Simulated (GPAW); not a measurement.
# As K ELNES/XANES of zinc-blende (GaAs)₁₋ₓ(AlAs)ₓ at x = 0.25 from DFT, part 2 of 2

Aim: the As K edge in zinc-blende (GaAs)₁₋ₓ(AlAs)ₓ at x = 0.25, one member of a composition series.

GPAW 26.7.0; X-ray absorption from dipole matrix elements to empty bands, plane-wave PAW LDA.

So far. Step 3 (The field without a hole): The mesh shows a gap of 0.59 eV. The excited electron is kept all the same, so that all members of the series, with or without a gap, are treated alike.

**5. Spectrum with XCH, As atom 6**

The holes are 8.0 Å apart. In GPAW the data set carries the hole's charge, so charge=0 means a charged cell and charge=-1 a neutral one. The excited electron is kept in the cell, where it fills the lowest empty states and screens the hole. After the field has converged, empty bands are computed with the density fixed and the dipole matrix elements are summed.

The absorber has 1 Al at 2.45 Å and 3 Ga at 2.45 Å (tetrahedral).

File xas.py:

```python
import numpy as np
from ase import Atoms
from ase.parallel import parprint, paropen
from gpaw import GPAW, PW, FermiDirac, Mixer, MixerDif, setup_paths
from gpaw.test import gen
setup_paths.insert(0, '.')
gen('As', name='fch1s', xcname='LDA', corehole=(1, 0, 1), write_xml=True)
from gpaw.mpi import world
world.barrier()

atoms = Atoms('GaAsGaAsGaAsAlAsGaAsAlAsGaAsGaAs',
    cell=[[0, 5.655, 5.655],
     [5.655, 0, 5.655],
     [5.655, 5.655, 0]],
    scaled_positions=[[0.9985055, 0.0002857, 0.0005782],
     [0.1240094, 0.1242054, 0.1263815],
     [0.0006597, 0.9993822, 0.5016571],
     [0.1272886, 0.1243238, 0.6253068],
     [0.998258, 0.4995009, 0.00082],
     [0.1220262, 0.6248762, 0.1265237],
     [0.0003329, 0.4984126, 0.5010439],
     [0.1246252, 0.6241614, 0.6257029],
     [0.499305, 0.9988666, 0.998967],
     [0.6233493, 0.1235127, 0.1253245],
     [0.5014822, 0.9993812, 0.4998739],
     [0.6255587, 0.1258352, 0.6238623],
     [0.4971265, 0.4986938, 0.9986953],
     [0.623074, 0.6237661, 0.1235631],
     [0.4999947, 0.5013913, 0.4988753],
     [0.6261017, 0.625184, 0.6234875]],
    pbc=True)
atoms.calc = calc = GPAW(legacy_gpaw=True, mode=PW(400, force_complex_dtype=True), xc='LDA', setups={5: 'fch1s'},
    kpts={'size': (3, 3, 3), 'gamma': True}, occupations=FermiDirac(0.04),
    charge=-1, mixer=Mixer(0.1, 5, 50), maxiter=150,
    convergence={'density': 0.0001, 'eigenstates': 1e-6}, txt='scf.txt')
energy = atoms.get_potential_energy() + calc.get_reference_energy()
ef = calc.get_fermi_level()
out = dict(energy=energy, fermi=ef, forces=atoms.get_forces().tolist())
parprint(f'all-electron energy {energy:.4f} eV, Fermi level {ef:.4f} eV')
ev = np.array([[calc.get_eigenvalues(k, s) for k in range(len(calc.get_ibz_k_points()))] for s in range(calc.get_number_of_spins())])
out['homo'], out['lumo'], out['counts'] = ev[ev < ef].max(), ev[ev > ef].min(), sorted(set((ev < ef).sum((0, 2)).tolist()))
out['filled'] = (ev[:, 0] < ef).sum(1).tolist()

from ase.units import Ha
from gpaw.xas import dipole_matrix_elements
nb = int(calc.get_number_of_electrons() / 2) + 185
top, nb = nb, nb + 8 + nb // 12
nscf = calc.fixed_density(kpts={'size': (4, 4, 4), 'gamma': True}, nbands=nb,
    convergence={'bands': top, 'eigenstates': 5e-3}, maxiter=60, txt='nscf.txt')
cell = atoms.cell.array
ops = [cell.T @ U.T @ np.linalg.inv(cell.T) for U in nscf.wfs.kd.symmetry.op_scc]
filled = [32]  # bands filled in the ground state, by spin
E = np.arange(-6, 30, 0.1)
fwhm = np.interp(E, [4, 25], [2.14, 3.5])
Y, X, zero, highest = 0, 0, 1e9, 1e9
for spin in range(nscf.get_number_of_spins()):
    wfs = nscf.wfs
    mine = wfs.bd.get_slice()  # this rank's bands
    A = dipole_matrix_elements(wfs.setups[5])
    eps = np.zeros((wfs.kd.nibzkpts, nb))
    d = np.zeros((3, A.shape[1], wfs.kd.nibzkpts, nb), complex)
    for kpt in wfs.kpt_u:
        if kpt.s == spin and 5 in kpt.P_ani:
            eps[kpt.k, mine] = kpt.eps_n * Ha
            d[:, :, kpt.k, mine] = (kpt.weight * wfs.nspins / 2) ** 0.5 * np.inner(A, kpt.P_ani[5])
    world.sum(eps)
    world.sum(d)
    T = np.einsum('amkn,bmkn->abkn', d, d.conj()).real
    T = sum(np.einsum('ai,ijkn,bj->abkn', R, T, R) for R in ops) / len(ops)
    empty = np.ones_like(eps, bool) & (np.arange(nb) >= filled[spin])
    zero, highest = min(zero, eps[empty].min()), min(highest, eps[:, top - 1].min())
    lines = [(eps, T, empty)] if spin == 0 else lines + [(eps, T, empty)]
for eps, T, empty in lines:
    f = np.einsum('aakn->akn', T).reshape(3, -1)
    x = eps.ravel() - zero
    w = np.interp(x, E, fwhm) / 2.35482
    g = np.exp(-0.5 * ((E[:, None] - x) / w) ** 2) / (w * (2 * np.pi) ** 0.5)
    Y = Y + (f * empty.ravel()) @ g.T
    X = X + (f * ~empty.ravel()) @ g.T
out.update(E=E.round(2).tolist(), xas=Y.tolist(), xes=X.tolist(), zero=zero, valid=highest - zero, nk=len(eps), nb=nb)
for i in range(0, len(E), 10):
    parprint(f'{E[i]:7.2f}', *(f'{v:10.3e}' for v in Y[:, i]))
import json
with paropen('out.json', 'w') as f:
    json.dump(out, f)
```

The run is started by

```console
$ OMP_NUM_THREADS=1 mpirun -n 4 gpaw python xas.py
```

Numbers of over 12 decimals in the logs are rounded to 6 here.

What it wrote:

```text
Input parameters:
  charge: -1
  convergence: {density: 0.0001,
                eigenstates: 1e-06}
  kpts: {gamma: True,
         size: (3, 3, 3)}
  maxiter: 150
  mixer: {backend: pulay,
          beta: 0.1,
          method: separate,
          nmaxold: 5,
          weight: 50}
  mode: {ecut: 400.0,
         force_complex_dtype: True,
         name: pw}
  occupations: {fixmagmom: False,
                name: fermi-dirac,
                width: 0.04}
  setups: {5: fch1s}

Initialize ...

[... PAW data sets ...]

Reference energy: -809474.215090  # eV

Spin-paired calculation

[... convergence settings ...]
Symmetries present (total): 1
  [... symmetry matrices ...]

27 k-points: 3 x 3 x 3 Monkhorst-Pack grid
14 k-points in the irreducible part of the Brillouin zone
       k-points in crystal coordinates                weights
   0:     0.00000000    0.00000000    0.00000000          1/27
   1:     0.00000000    0.00000000    0.33333333          2/27
   2:     0.00000000    0.33333333   -0.33333333          2/27
   3:     0.00000000    0.33333333    0.00000000          2/27
   4:     0.00000000    0.33333333    0.33333333          2/27
   5:     0.33333333   -0.33333333   -0.33333333          2/27
   6:     0.33333333   -0.33333333    0.00000000          2/27
   7:     0.33333333   -0.33333333    0.33333333          2/27
   8:     0.33333333    0.00000000   -0.33333333          2/27
   9:     0.33333333    0.00000000    0.00000000          2/27
          ...
  13:     0.33333333    0.33333333    0.33333333          2/27

Wave functions: Plane wave expansion
  Cutoff energy: 400.000 eV
  Number of coefficients (min, max): 6534, 6615
  Pulay-stress correction: 0.000000 eV/Ang^3 (de/decut=0.000000)
  Using FFTW library
  Wavefunction extrapolation:
    Improved wavefunction reuse through dual PAW basis

Occupation numbers: Fermi-Dirac:
  width: 0.0400  # eV

Eigensolver
   Davidson(niter=2)

Densities:
  Coarse grid: 40*40*40 grid
  Fine grid: 80*80*80 grid
  Total Charge: 0.000000

Density mixing:
  Method: separate
  Backend: pulay
  Linear mixing parameter: 0.1
  old densities: 5
  Width of damping distribution: 1.1
  Damping of long wavelength oscillations: 50

[... Hamiltonian set-up ...]
Number of atoms: 16
Number of atomic orbitals: 64
Number of bands in calculation: 43
Number of valence electrons: 65
Bands to converge: occupied

... initialized

Initializing position-dependent things.

Density initialized from atomic densities
Creating initial wave functions:
  43 bands from LCAO basis set

                                        Ga

                 Ga         As Al
                                 Ga
                    As
          Ga            Ga
                     As
                             Ga
             As            As

                  As
                    AsAl

           As

Atomic positions and initial magnetic moments

Positions:
   0 Ga     0.004885    5.649818    5.648164    ( 0.0000,  0.0000,  0.0000)
   1 As     1.417069    1.415961    1.403655    ( 0.0000,  0.0000,  0.0000)
   2 Ga     8.488377    2.840602    5.655237    ( 0.0000,  0.0000,  0.0000)
   3 As     4.239161    4.255927    1.422868    ( 0.0000,  0.0000,  0.0000)
   4 Ga     2.829315    5.649786    8.469827    ( 0.0000,  0.0000,  0.0000)
   5 As     4.249166    1.405550    4.223733    ( 0.0000,  0.0000,  0.0000)
   6 Al     5.651927    2.835286    2.820406    ( 0.0000,  0.0000,  0.0000)
[...]
13 As     4.226147    4.222233    7.050881    ( 0.0000,  0.0000,  0.0000)
  14 Ga     5.656508    5.648610    5.662838    ( 0.0000,  0.0000,  0.0000)
  15 As     7.061237    7.066427    7.076021    ( 0.0000,  0.0000,  0.0000)

Unit cell:
           periodic     x           y           z      points  spacing
  1. axis:    yes    0.000000    5.655000    5.655000    40     0.1632
  2. axis:    yes    5.655000    0.000000    5.655000    40     0.1632
  3. axis:    yes    5.655000    5.655000    0.000000    40     0.1632

  Lengths:   7.997378   7.997378   7.997378
  Angles:   60.000000  60.000000  60.000000

Effective grid spacing dv^(1/3) = 0.1781

iter:   1   -91.360190
iter:   2   -89.930506   -2.09  -0.84
iter:   3   -88.196876   -1.43  -0.90
iter:   4   -88.226093   -2.14  -1.17
iter:   5   -88.011760   -2.51  -1.27
iter:   6   -88.044840   -2.51  -1.86
iter:   7   -87.980338   -2.95  -2.00
iter:   8   -87.980504   -4.60  -2.61
iter:   9   -87.979514c  -4.90  -2.65
iter:  10   -87.979390c  -5.32  -3.00
iter:  11   -87.979722c  -4.94  -3.18
iter:  12   -87.979316c  -5.12  -3.08
iter:  13   -87.979314c  -7.24c -3.69
iter:  14   -87.979329c  -6.60c -3.84
iter:  15   -87.979313c  -6.85c -3.90
iter:  16   -87.979312c  -7.85c -4.48c

Converged after 16 iterations.

Dipole moment: (-26.970644, -27.405045, -26.934335) |e|*Ang

Energy contributions relative to reference atoms: (reference = -809474.215090)

Kinetic:       +223.711382
Potential:     -203.458509
External:        +0.000000
XC:            -108.284059
Entropy (-ST):   -0.011359
Local:           +0.057555
SIC:             +0.000000
--------------------------
Free energy:    -87.984992
Extrapolated:   -87.979312

Showing only first 2 kpts
 Kpt  Band  Eigenvalues  Occupancy
  0    30      4.42345    2.00000
  0    31      4.43697    2.00000
  0    32      4.63017    2.00000
  0    33      5.36336    1.99995

  1    30      4.05405    2.00000
  1    31      4.07275    2.00000
  1    32      5.41569    1.99981
[...]
Fermi level: 5.78579

No gap
No difference between direct/indirect transitions

Forces in eV/Ang:
  0 Ga    0.59282   -0.46386    0.50053
  1 As   -0.01469    0.11305   -0.01317
  2 Ga    0.00327   -0.09872   -0.03552
  3 As   -0.11476   -0.04817    0.01251
  4 Ga   -0.51351   -0.50328   -0.58655
  5 As    0.18164    0.19135   -0.14965
  6 Al    0.35795    0.34545   -0.30619
[...]
13 As    0.13602    0.00591   -0.02127
 14 Ga   -0.11973   -0.00693   -0.06305
 15 As   -0.01161   -0.10818    0.03782
Scalar-relativistic atomic LDA calculation for As (Arsenic, Z=33)
Core hole in 1s state (1s occupation: 1.0)
600 radial gridpoints.
|------------------------------------------------|
|------------------------------------------------|
[... the atom generator's iteration count ...]

Energy contributions:
-------------------------
Kinetic:    +1848.221203
XC:           -71.222916
Potential:  -3597.180510
-------------------------
Total:      -1820.182222

state      eigenvalue         ekin         rmax
-----------------------------------------------
1s^1.0 :  -444.459913   558.285946        0.030
2s^2.0 :   -58.180552   111.436223        0.167
2p^6.0 :   -52.176827   110.075392        0.132
3s^2.0 :    -8.028461    26.279806        0.509
3p^6.0 :    -5.986494    24.168502        0.501
3d^10.0:    -2.371475    19.328099        0.450
4s^2.0 :    -0.979366     3.858684        1.503
4p^3.0 :    -0.574271     2.680492        1.743
-----------------------------------------------
(units: Bohr and Hartree)

Generating PAW setup
Kinetic energy of the core from tauc = 1852.031774
Cutoffs:
rc(s)=2.000
rc(p)=2.000
rc(d)=2.000
rc(vbar)=1.800
rc(comp)=2.000
rc(nct)=2.000

Kinetic energy of the core states: 1832.462358
Charge: 1.0
Core electrons: 27.0
Valence electrons: 5.0
Pseudo-core charge: 0.757500
Shape function alpha=2.500
Pseudo-electron charge 6.380557
state    eigenvalue         norm
--------------------------------
4s(2) :    -0.979366     1.263349
*s    :     0.020634
4p(3) :    -0.574271     1.032119
*p    :     0.425729
*d    :     0.000000
--------------------------------

Diagonalizing with gridspacing h=0.050

state   all-electron     PAW
-------------------------------
4s:      -0.979366    -0.979786
4p:      -0.574271    -0.574667
*d:                   -0.129500
*f:                   -0.019130
-------------------------------
all-electron energy -809562.1944 eV, Fermi level 5.7858 eV
[...]
27.00  1.067e-07  1.071e-07  1.071e-07
  28.00  8.413e-08  8.438e-08  8.446e-08
  29.00  6.455e-08  6.460e-08  6.478e-08
```

Wall time 5.8 min (4 MPI ranks of Arm Neoverse V1, shared host); peak memory 0.71 GiB; 23 min of CPU time.

The As K spectrum, As atom 6, excited-electron core hole (neutral cell) (energy from the bottom of the conduction band, which holds the excited electron; intensity scaled to a mean of 1 over the first 20 eV):

| E (eV) | intensity |
| --- | --- |
| -2.0 | 0.00 |
| -0.5 | 0.07 |
| 1.0 | 0.67 |
| 2.5 | 1.14 |
| 4.0 | 1.42 |
| 5.5 | 1.36 |
| 7.0 | 1.34 |
| 8.5 | 1.23 |
| 10.0 | 0.98 |
| 11.5 | 0.80 |
| 13.0 | 0.86 |
| 14.5 | 0.81 |
| 16.0 | 0.74 |
| 17.5 | 0.88 |
| 19.0 | 0.91 |
| 20.5 | 0.88 |
| 22.0 | 0.89 |
| 23.5 | 0.87 |
| 25.0 | 1.01 |
| 26.5 | 1.00 |

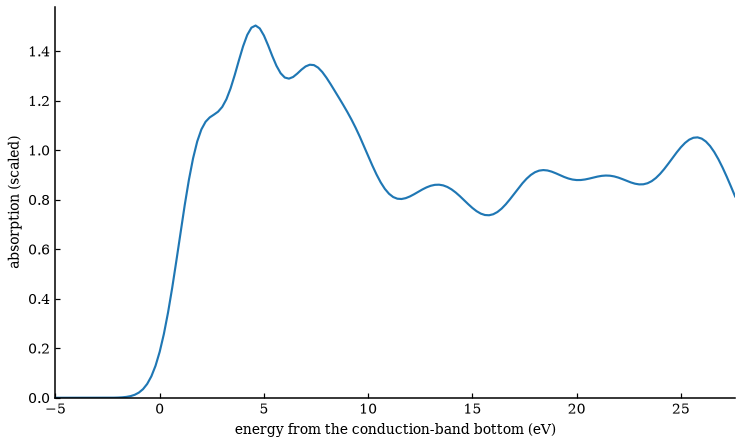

The As K edge, As atom 6, excited-electron core hole (neutral cell): main maxima at 4.6, 7.2 and 25.8 eV.

Main maxima below 27 eV (height): 4.6 eV (1.50), 7.2 eV (1.35), 13.4 eV (0.86), 18.4 eV (0.92) and 25.8 eV (1.05). A K edge sees empty p states on the absorber.

The energy difference (zero at 11881 eV) isn't read as a photon energy: for so heavy an absorber the terms left out (the hole's spin, the functional's error) amount to tens of eV or more.

**6. Reference energy of the cell**

The absorbing element, whose data set is made anew, changes for the next run, so it gets a reference energy of its own.

File scf.py:

```python
import numpy as np
from ase import Atoms
from ase.parallel import parprint, paropen
from gpaw import GPAW, PW, FermiDirac, Mixer, MixerDif, setup_paths
from gpaw.test import gen
setup_paths.insert(0, '.')
gen('Ga', name='nch1s', xcname='LDA', corehole=(1, 0, 0), write_xml=True)
from gpaw.mpi import world
world.barrier()

atoms = Atoms('GaAsGaAsGaAsAlAsGaAsAlAsGaAsGaAs',
    cell=[[0, 5.655, 5.655],
     [5.655, 0, 5.655],
     [5.655, 5.655, 0]],
    scaled_positions=[[0.9985055, 0.0002857, 0.0005782],
     [0.1240094, 0.1242054, 0.1263815],
     [0.0006597, 0.9993822, 0.5016571],
     [0.1272886, 0.1243238, 0.6253068],
     [0.998258, 0.4995009, 0.00082],
     [0.1220262, 0.6248762, 0.1265237],
     [0.0003329, 0.4984126, 0.5010439],
     [0.1246252, 0.6241614, 0.6257029],
     [0.499305, 0.9988666, 0.998967],
     [0.6233493, 0.1235127, 0.1253245],
     [0.5014822, 0.9993812, 0.4998739],
     [0.6255587, 0.1258352, 0.6238623],
     [0.4971265, 0.4986938, 0.9986953],
     [0.623074, 0.6237661, 0.1235631],
     [0.4999947, 0.5013913, 0.4988753],
     [0.6261017, 0.625184, 0.6234875]],
    pbc=True)
atoms.calc = calc = GPAW(legacy_gpaw=True, mode=PW(400, force_complex_dtype=True), xc='LDA', setups={0: 'nch1s'},
    kpts={'size': (3, 3, 3), 'gamma': True}, occupations=FermiDirac(0.02),
    charge=0, mixer=Mixer(0.1, 5, 50), maxiter=150,
    convergence={'density': 0.0001, 'eigenstates': 1e-6}, txt='scf.txt')
energy = atoms.get_potential_energy() + calc.get_reference_energy()
ef = calc.get_fermi_level()
out = dict(energy=energy, fermi=ef, forces=atoms.get_forces().tolist())
parprint(f'all-electron energy {energy:.4f} eV, Fermi level {ef:.4f} eV')
ev = np.array([[calc.get_eigenvalues(k, s) for k in range(len(calc.get_ibz_k_points()))] for s in range(calc.get_number_of_spins())])
out['homo'], out['lumo'], out['counts'] = ev[ev < ef].max(), ev[ev > ef].min(), sorted(set((ev < ef).sum((0, 2)).tolist()))
out['filled'] = (ev[:, 0] < ef).sum(1).tolist()
import json
with paropen('out.json', 'w') as f:
    json.dump(out, f)
```

The run is started by

```console
$ OMP_NUM_THREADS=1 mpirun -n 4 gpaw python scf.py
```

What it wrote:

```text
Input parameters:
  convergence: {density: 0.0001,
                eigenstates: 1e-06}
  kpts: {gamma: True,
         size: (3, 3, 3)}
  maxiter: 150
  mixer: {backend: pulay,
          beta: 0.1,
          method: separate,
          nmaxold: 5,
          weight: 50}
  mode: {ecut: 400.0,
         force_complex_dtype: True,
         name: pw}
  occupations: {fixmagmom: False,
                name: fermi-dirac,
[...]
4s(2) :    -0.336865     1.140380
*s    :     0.663135
4p(1) :    -0.100461     1.012264
*p    :     0.899539
*d    :     0.000000
--------------------------------

Diagonalizing with gridspacing h=0.050

state   all-electron     PAW
-------------------------------
4s:      -0.336865    -0.337024
4p:      -0.100461    -0.100552
*d:                    0.030615
*f:                    0.065359
-------------------------------
all-electron energy -821442.9090 eV, Fermi level 4.7901 eV
[key lines of the parts left out:]
Converged after 15 iterations.
Dipole moment: (-26.733545, -26.680952, -26.569565) |e|*Ang
Free energy:    -78.467222
Fermi level: 4.79008
```

Elapsed: 38 s, on 4 MPI ranks; peak memory 0.32 GiB; 2.5 min of CPU time.

Reference energy: -821442.909 eV with the cores included.

**7. Spectrum with XCH, Ga atom 1**

The holes are 8.0 Å apart. The excited electron is kept in the cell, where it fills the lowest empty states and screens the hole. After the field has converged, empty bands are computed with the density fixed and the dipole matrix elements are summed.

The absorber has 4 As at 2.45 Å (tetrahedral).

xas.py, as its differences from that of step 5:

```diff
@@ -6,3 +6,3 @@
 setup_paths.insert(0, '.')
-gen('As', name='fch1s', xcname='LDA', corehole=(1, 0, 1), write_xml=True)
+gen('Ga', name='fch1s', xcname='LDA', corehole=(1, 0, 1), write_xml=True)
 from gpaw.mpi import world
@@ -31,3 +31,3 @@
     pbc=True)
-atoms.calc = calc = GPAW(legacy_gpaw=True, mode=PW(400, force_complex_dtype=True), xc='LDA', setups={5: 'fch1s'},
+atoms.calc = calc = GPAW(legacy_gpaw=True, mode=PW(400, force_complex_dtype=True), xc='LDA', setups={0: 'fch1s'},
     kpts={'size': (3, 3, 3), 'gamma': True}, occupations=FermiDirac(0.04),
@@ -53,3 +53,3 @@
 E = np.arange(-6, 30, 0.1)
-fwhm = np.interp(E, [4, 25], [2.14, 3.5])
+fwhm = np.interp(E, [4, 25], [1.82, 3.5])
 Y, X, zero, highest = 0, 0, 1e9, 1e9
@@ -58,3 +58,3 @@
     mine = wfs.bd.get_slice()  # this rank's bands
-    A = dipole_matrix_elements(wfs.setups[5])
+    A = dipole_matrix_elements(wfs.setups[0])
     eps = np.zeros((wfs.kd.nibzkpts, nb))
@@ -62,5 +62,5 @@
     for kpt in wfs.kpt_u:
-        if kpt.s == spin and 5 in kpt.P_ani:
+        if kpt.s == spin and 0 in kpt.P_ani:
             eps[kpt.k, mine] = kpt.eps_n * Ha
-            d[:, :, kpt.k, mine] = (kpt.weight * wfs.nspins / 2) ** 0.5 * np.inner(A, kpt.P_ani[5])
+            d[:, :, kpt.k, mine] = (kpt.weight * wfs.nspins / 2) ** 0.5 * np.inner(A, kpt.P_ani[0])
     world.sum(eps)
```

The run is started by

```console
$ OMP_NUM_THREADS=1 mpirun -n 4 gpaw python xas.py
```

What it wrote:

```text
Input parameters:
  charge: -1
  convergence: {density: 0.0001,
                eigenstates: 1e-06}
  kpts: {gamma: True,
         size: (3, 3, 3)}
  maxiter: 150
  mixer: {backend: pulay,
          beta: 0.1,
          method: separate,
          nmaxold: 5,
          weight: 50}
  mode: {ecut: 400.0,
         force_complex_dtype: True,
         name: pw}
  occupations: {fixmagmom: False,
[...]
*p    :     0.576803
*d    :     0.000000
--------------------------------

Diagonalizing with gridspacing h=0.050

state   all-electron     PAW
-------------------------------
4s:      -0.729245    -0.729478
4p:      -0.423197    -0.423398
*d:                   -0.111370
*f:                   -0.021469
-------------------------------
all-electron energy -811061.6025 eV, Fermi level 5.6887 eV
[...]
28.00  1.231e-07  1.232e-07  1.214e-07
  29.00  1.259e-07  1.259e-07  1.237e-07
[key lines of the parts left out:]
Converged after 16 iterations.
Dipole moment: (-26.921092, -26.832483, -26.744804) |e|*Ang
Free energy:    -86.729955
Fermi level: 5.68869
```

It took 5.8 min on 4 MPI ranks; peak memory 0.73 GiB.

The Ga K spectrum, Ga atom 1, excited-electron core hole (neutral cell) (energy from the bottom of the conduction band, which holds the excited electron; intensity scaled to a mean of 1 over the first 20 eV):

```csv
E (eV),isotropic,ε ∥ x,ε ∥ z
-2.0,0.00,0.00,0.00
-0.5,0.03,0.03,0.03
1.0,0.44,0.44,0.44
2.5,1.18,1.20,1.14
4.0,1.88,1.87,1.91
5.5,1.40,1.37,1.44
7.0,1.01,1.02,0.99
8.5,0.91,0.94,0.86
10.0,0.93,0.94,0.91
11.5,1.19,1.18,1.21
13.0,1.17,1.17,1.18
14.5,0.83,0.83,0.84
16.0,0.66,0.65,0.68
17.5,0.74,0.73,0.76
19.0,0.79,0.79,0.78
20.5,0.73,0.74,0.73
22.0,0.72,0.73,0.72
23.5,0.70,0.71,0.70
25.0,0.70,0.70,0.70
26.5,0.73,0.73,0.73
28.0,0.77,0.78,0.77
```

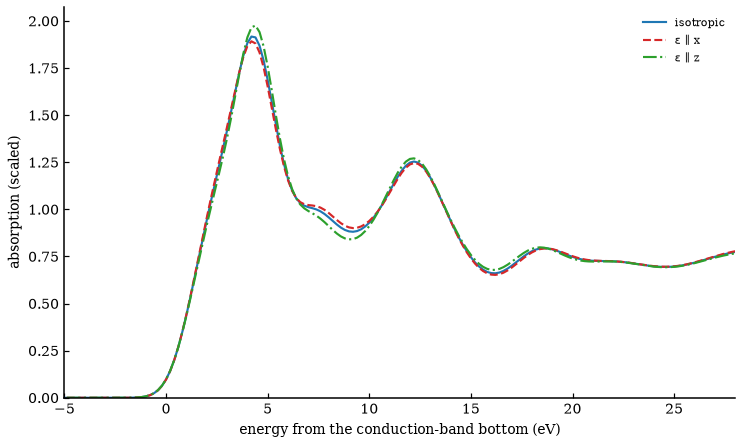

The Ga K edge, Ga atom 1, excited-electron core hole (neutral cell): main maxima at 4.2, 12.2 and 18.6 eV.

Main maxima below 27 eV (height): 4.2 eV (1.92), 12.2 eV (1.25) and 18.6 eV (0.79). 

The energy difference (zero at 10381 eV) isn't read as a photon energy: for so heavy an absorber the terms left out (the hole's spin, the functional's error) amount to tens of eV or more.

**8. Summary of results**

| Quantity | Value |
| --- | --- |
| absorber and edge | As K, atom 6 of the ground-state input (counted from 1) |
| surroundings | 1 Al at 2.45 Å and 3 Ga at 2.45 Å (tetrahedral) |
| highest intensity below 24 eV | 4.6 eV above the zero, height 1.50 |

In words: The As K edge of atom 6, with 1 Al at 2.45 Å and 3 Ga at 2.45 Å (tetrahedral), has its highest intensity of the first 24 eV at 4.6 eV above the zero, 1.5 times the mean level of the first 20 eV (Gaussian full width 2.14 eV up to 4 eV, rising linearly to 3.5 eV at 25 eV). The script folds with a Gaussian, whereas the core hole's own line is a Lorentzian, so the onset is too steep and the first peak too high.

[Banner, clock and machine lines of the logs are left out without a mark of their own.]

[Logs are printed without paths, hosts, clocks, repeated set-up lines and the standing remarks that a program may print on its own settings, such as how far it seeks lower states.]

[Hosts, paths, dates, database ids (printed as entryN), source tags and the programs' standing remarks are cut or masked in the printed files.]

[Lists of maxima count a maximum above −3 eV only where it reaches 4 % of the highest in the window and stands out from its surroundings by 2 % of it (1.5 % where it reaches 55 %); shoulders and weaker maxima are passed over, and of the rest the first, up to two pre-edge ones and the few strongest are named.]
